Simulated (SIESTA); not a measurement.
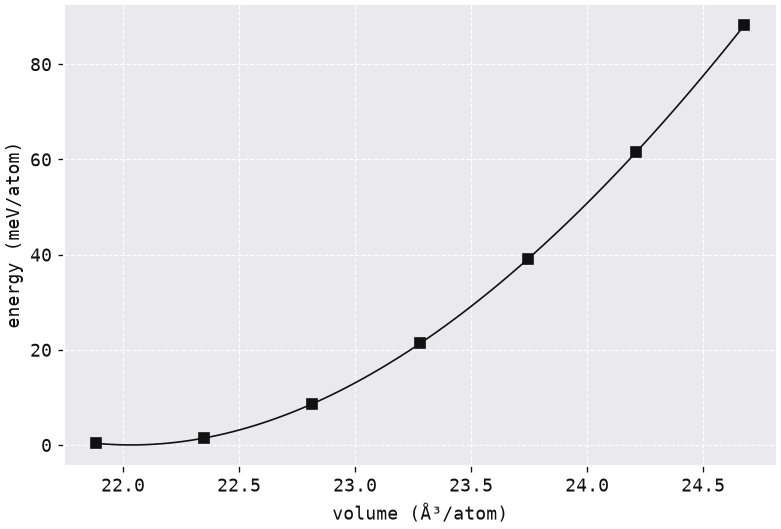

The figure shows the energy against volume.

Method: DFT in numerical atomic orbitals with pseudopotentials, no spin polarisation; energies at scaled volumes of the given cell, shape and fractions fixed, counted from the fit's minimum, third-order Birch-Murnaghan fit (SIESTA 5.4.2). Level: LDA.

Q: For which of these solids was it computed?
A. Zr, P6_3/mmc (No. 194)
B. ZnAu, Pm-3m (No. 221)
C. Ir, P6_3/mmc (No. 194)

A: A, Zr: energy from 0.34 meV/atom to 88.22 meV/atom, V0 22.03 Å³/atom, B0 105 GPa. The others give: Ir, energy from 0 meV/atom to 150 meV/atom, V0 14.06 Å³/atom, B0 393 GPa; ZnAu, energy from 0.61 meV/atom to 87.74 meV/atom, V0 14.78 Å³/atom, B0 170 GPa.

For Ir, limits of the calculation: mulliken charges of long orbitals; short basis over semicore shells; valence orbitals made in semicore potential; shape and atomic fractions are frozen while scaling, which makes layered, chain and framework solids too stiff.

For ZnAu, limits of the calculation: mulliken charges of long orbitals; short basis over semicore shells; spin-orbit coupling left out, heavy elements; valence orbitals made in semicore potential.

For Zr, limits of the calculation: mulliken charges of long orbitals; shape and atomic fractions are frozen while scaling, which makes layered, chain and framework solids too stiff.
